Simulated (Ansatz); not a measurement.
**Ti: density, localisation and related maps**

```yaml
crystal:
  lattice:
    - [6.11769, 0.00000, 0.00000]
    - [0.00000, 6.11769, 0.00000]
    - [0.00000, 0.00000, 6.11769]
  atoms:
    - { symbol: Ti, position: [0.75000, 0.25000, 0.25000] }
    - { symbol: Ti, position: [0.25000, 0.75000, 0.25000] }
    - { symbol: Ti, position: [0.25000, 0.25000, 0.75000] }
    - { symbol: Ti, position: [0.75000, 0.75000, 0.75000] }
    - { symbol: Ti, position: [0.50000, 0.00000, 0.00000] }
    - { symbol: Ti, position: [0.00000, 0.50000, 0.00000] }
    - { symbol: Ti, position: [0.00000, 0.00000, 0.50000] }
    - { symbol: Ti, position: [0.50000, 0.50000, 0.50000] }
```

Space group Fd-3m; set up as Ti, diamond; a generated structure, not necessarily the stable one; changed on purpose from its base cell (volume × 1.0); spin-polarised.

These are results of DFT, r2SCAN, plane waves (500 eV) with PAW, scalar-relativistic (Ansatz), not measurements.

In a PAW calculation such maps are meaningful between the atoms, not at the nuclei.

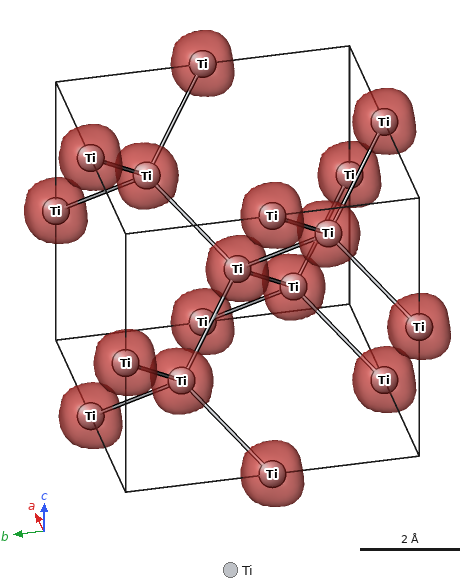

Figure 1. Isosurfaces of the magnetisation density (up minus down) at +0.4 (red) and −0.4 e/Å³ (blue), seen at an oblique angle. Sticks mark near contacts.

Q: Where is the spin, and how is it ordered?

A: The spin density sits on Ti: +1.9 μB (×8) in one cell of 8 atoms: parallel moments (a ferromagnetic arrangement) in this solution. The cell of the calculation (2 atoms) carries 5.5 μB of net spin moment. Only one sign reaches the isovalue.

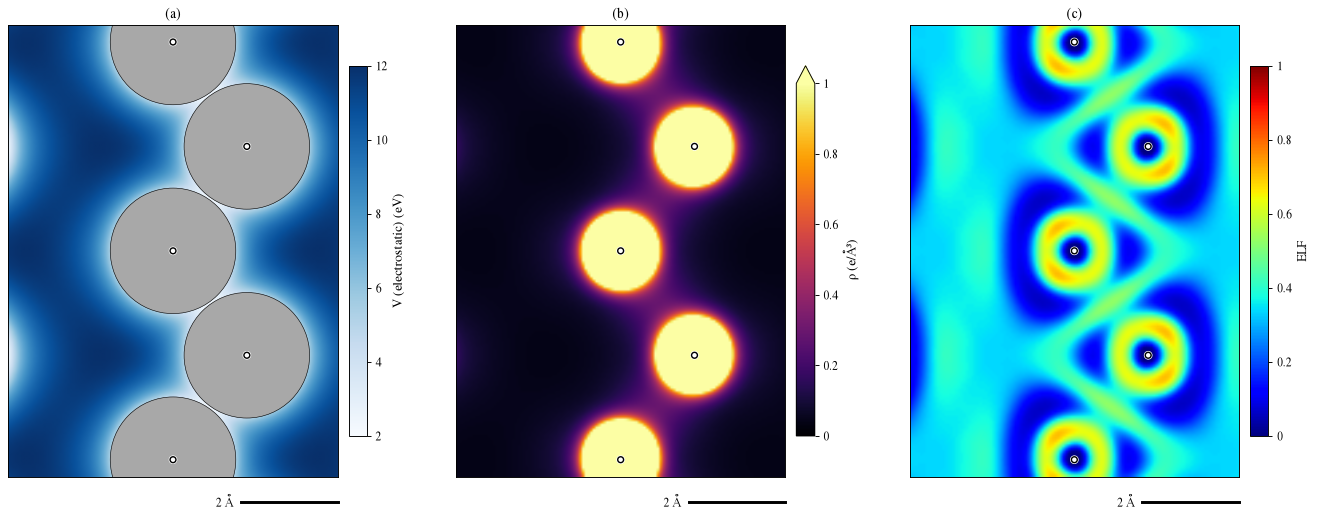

Figure 2. (a) electrostatic potential energy of an electron; (b) valence pseudo-density; (c) ELF on the (101) plane of the conventional cell. Circles mark the nuclei in the plane (Ti). Grey discs cover the atomic cores in the potential map.

Q: Read the bonding off the picture.

A:
- Atoms in the plane: Ti.
- Ti–Ti (2.65 Å): ρ is about 0.29 e/Å³ halfway; the ELF reaches about 0.50 near the midpoint.
- Between the atoms the lowest density in this plane is 0.04 e/Å³.
- The features right at Ti lie inside the PAW spheres, where the map follows smoothed inner orbitals and isn't to be read closely.
- Outside the cores the potential energy rises away from the atoms and is highest about 2.6 Å from the nearest atoms; its zero is arbitrary.

Q: Does the calculation make it a metal, or give it a gap?

A: It is metallic or semimetallic at this level of theory: no gap opens.
